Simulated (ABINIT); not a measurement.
Consider PbO.

Input

```
pp_dirpath "./"
pseudos "Pb.GGA_PBE-JTH.xml, O.GGA_PBE-JTH.xml"

acell 3*1.0 Angstrom
rprim
     5.8760000000     0.0000000000     0.0000000000
     0.0000000000     5.4760000000     0.0000000000
     0.0000000000     0.0000000000     4.7430000000
ntypat 2
znucl 82 8
natom 8
typat 1 1 1 1 2 2 2 2
xred
     0.7721320000     0.5103020000     0.2450010000
     0.2372420000     0.4864130000     0.7395790000
     0.7784430000     0.9822340000     0.7537270000
     0.2330850000     0.0110260000     0.2567580000
     0.1291930000     0.5846910000     0.2538390000
     0.8705980000     0.4250400000     0.7471500000
     0.1379660000     0.9216270000     0.7482840000
     0.8662250000     0.0742650000     0.2369900000
chkprim 0
chksymtnons 0
tolsym 1.0e-6

ecut 23.0
pawecutdg 45.0
pawxcdev 0

kptopt 1
ngkpt 5 5 6
nshiftk 1
shiftk 0.0 0.0 0.0

ixc 11

nband 48
occopt 3
tsmear 0.05 eV

nstep 100
tolvrs 1.0e-9

iomode 3
prtwf 0
prteig 0
prtebands 0
enunit 1
prtvol 2
prtden 1
prtvha 1
prtvclmb 1
prtpot 1
```

Command:

```sh
abinit run.abi > log 2>&1
```

Below, planes, directions and counts refer to the conventional cell (a = 4.74 Å, b = 5.48 Å, c = 5.88 Å, α = 90.00°, β = 90.00°, γ = 90.00°).

Space group P1; not relaxed (largest force 1.2 eV/Å); computed pressure about 3 GPa in this cell.

Method: Kohn-Sham DFT of a periodic cell, PBE, JTH PAW PBE v2.0 (ABINIT 10.8.3).

Predict the valence pseudo-density between the atoms.

Pb–O (2.40 Å): ρ at the midpoint is about 0.39 e/Å³.

Does the calculation make it a metal, or give it a gap?

It is gapped, with a Kohn–Sham gap of 1.9 eV on the k-point mesh (the band edges may lie off the mesh, which would make the gap smaller).

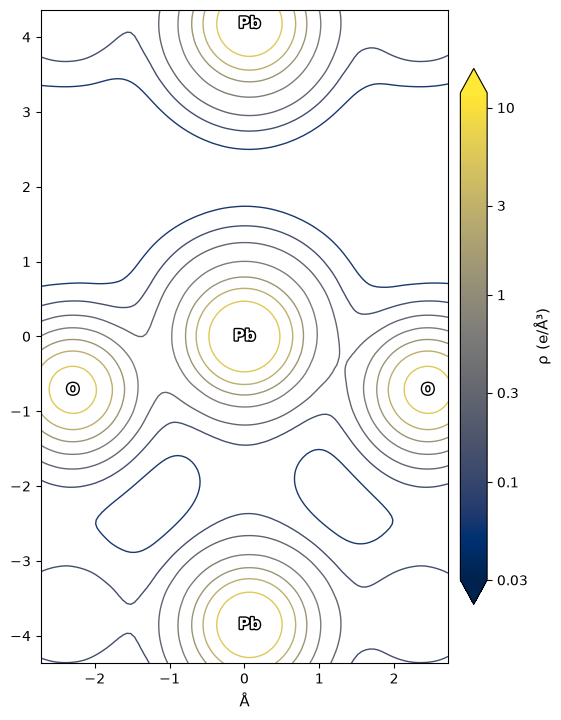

Computed valence pseudo-density on the (011̄) plane of the conventional cell. 

Core electrons are frozen (PAW), and the valence fields are smoothed inside the atomic spheres.
